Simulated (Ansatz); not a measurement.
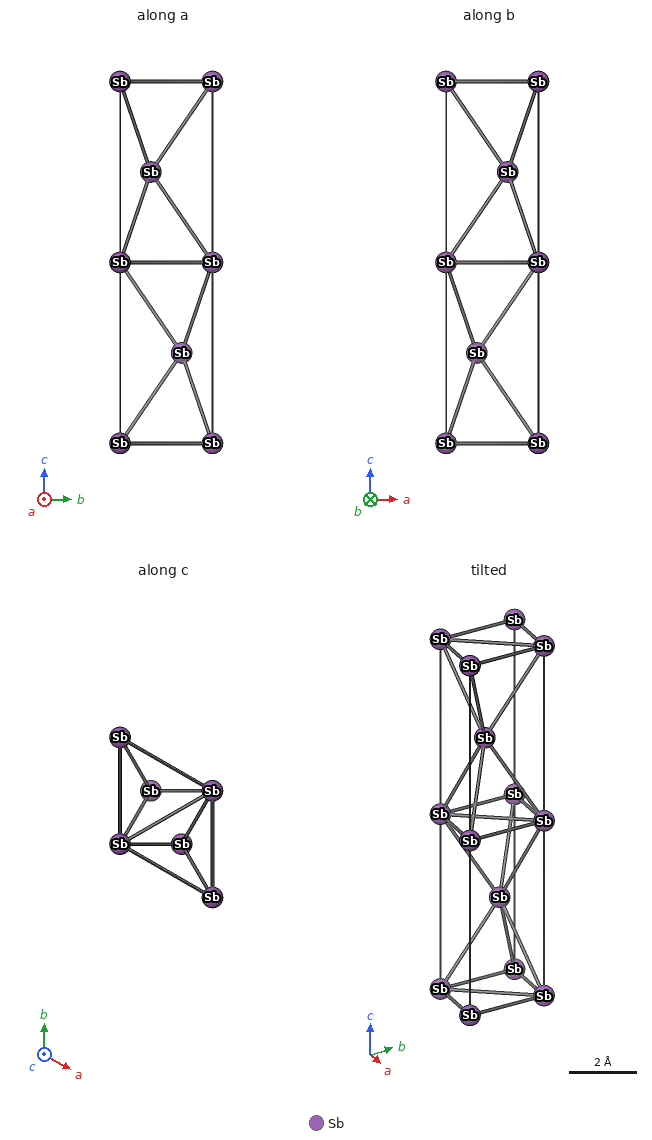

View along the a axis, along the b axis, along the c axis and slightly off an axis, drawn as a ball-and-stick model. Thin lines show the conventional unit cell, with boundary atoms drawn in all their periodic places.

Lattice parameters: a = 3.2036 Å, b = 3.2036 Å, c = 10.8667 Å, α = 90.000°, β = 90.000°, γ = 120.000°.

Transcribe the picture into a CIF in P1 with every atom of the cell.

Answer.
```cif
data_structure
_symmetry_space_group_name_H-M 'P 1'
_symmetry_Int_Tables_number 1
_cell_length_a 3.2036
_cell_length_b 3.2036
_cell_length_c 10.8667
_cell_angle_alpha 90.000
_cell_angle_beta 90.000
_cell_angle_gamma 120.000
_cell_volume 96.59
loop_
_atom_site_label
_atom_site_type_symbol
_atom_site_fract_x
_atom_site_fract_y
_atom_site_fract_z
_atom_site_occupancy
Sb1 Sb 0.0000 0.0000 0.0000 1
Sb2 Sb 0.0000 0.0000 0.5000 1
Sb3 Sb 0.3333 0.6667 0.2500 1
Sb4 Sb 0.6667 0.3333 0.7500 1
```

Provenance: a structure type filled with this element by a generator (whether the element takes this form wasn't checked). Earlier steps of the study may have refined or changed the cell and positions. A calculation with Ansatz used it as input.

At this level of theory the cell isn't at rest (compressed, at 10 GPa), so its distances can differ from those at equilibrium, the more so the softer the solid.
